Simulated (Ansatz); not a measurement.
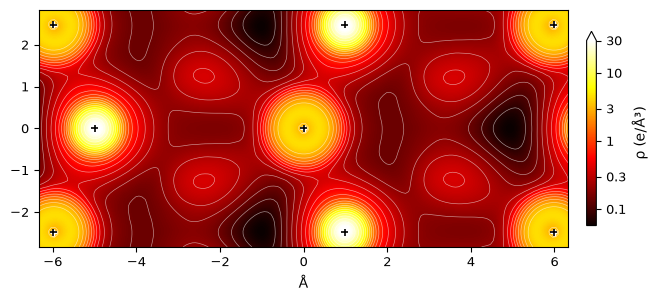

The valence electron density on a plane through atoms (crosses mark nuclei in the plane).

Level of theory: Ansatz 0.2.0, Kohn-Sham DFT of a periodic cell, r2SCAN, Ansatz PAW.

Candidates:
A. TaAs, a = 3.51 Å, b = 3.51 Å, c = 11.97 Å, α = 90.00°, β = 90.00°, γ = 90.00°. Space group I4₁md; a structure from a database of computed crystals, not necessarily the ambient phase; computed pressure about −10 GPa in this cell.
B. BeTe, a = 5.58 Å, b = 5.58 Å, c = 5.58 Å, α = 90.00°, β = 90.00°, γ = 90.00°. Space group F-43m; computed pressure about 3 GPa in this cell.
C. GaN, a = 4.57 Å, b = 4.57 Å, c = 4.57 Å, α = 90.00°, β = 90.00°, γ = 90.00°. Space group F-43m; a structure from a database of computed crystals, not necessarily the ambient phase; computed pressure about −8 GPa in this cell.

Which candidate gave the map?

Answer. Candidate A: TaAs on the (110) plane of the conventional cell, which holds Ta and As. Ta–As (2.67 Å): the density is about 0.39 e/Å³ at the midpoint.
